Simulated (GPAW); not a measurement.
**ZnS (F-43m): refractive index against wavelength**

The refractive index of ZnS (F-43m) below the direct gap (1.86 eV on the mesh) is read from one computed spectrum, n = √(Re ε).

Cell: a, b, c = 3.821, 3.821, 3.821 Å (primitive vectors), 2 atoms.

Method: GPAW 26.7.0, LDA, RPA, k-mesh 12×12×12, local fields up to 80 eV, Lorentzian half width 0.1 eV.

Launch of the response step: `OMP_NUM_THREADS=1 python df.py`. The run took 46 s, its band step included, on 1 thread of Arm Neoverse V2, with other jobs on the host.

| wavelength (nm) | photon energy E (eV) | n |
| --- | --- | --- |
| 3000 | 0.413 | 2.4482 |
| 2000 | 0.620 | 2.4576 |
| 1550 | 0.800 | ? |
| 1310 | 0.946 | 2.4818 |
| 1064 | 1.165 | 2.5061 |

In the single-oscillator model n² − 1 = E₀E_d/(E₀² − E²), so 1/(n² − 1) = E₀/E_d − E²/(E₀E_d) is linear in E².

Working, on the rows shown:

| x = E² (eV²) | y = 1/(n² − 1) |
| --- | --- |
| 0.170801 | 0.200253 |
| 0.384302 | 0.198421 |
| 0.895757 | 0.193824 |
| 1.35784 | 0.189375 |

Means: x̄ = 0.70218, ȳ = 0.19547. Σ(x − x̄)(y − ȳ) = -0.007795, Σ(x − x̄)² = 0.8508. Slope = -0.007795 / 0.8508 = -0.009162; intercept = ȳ − slope · x̄ = 0.2019. Turned back into n, the line misses the rows shown by at most 0.00069.

Q: Fill in the last column of the withheld row.

A: At x = 0.63984 the line gives y = 0.19604, that is 2.4700. The run gave 2.4694, so the interpolation is off by 0.00062, 1.1 % of the range in the table.

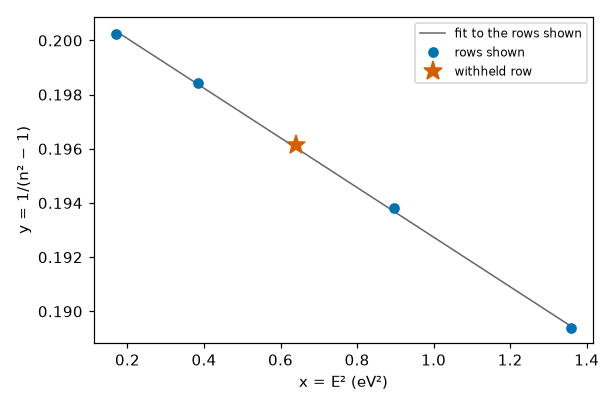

Refitted with all rows, the slope is -0.009169 and the intercept 0.20193. These give E₀ = √(intercept/−slope) = 4.69 eV and E_d = E₀/intercept = 23.2 eV; E₀ is 2.5 times the direct gap. The electronic limit at long wavelengths, without lattice vibrations, is n = √(1 + 1/intercept) = 2.440. The cell comes from an older database entry, whose edges can be off by a per cent or so. Excitons are left out; LDA gaps are as a rule too small. The values come from a sum over the points of one k-mesh and carry its error, which grows as the direct gap shrinks.
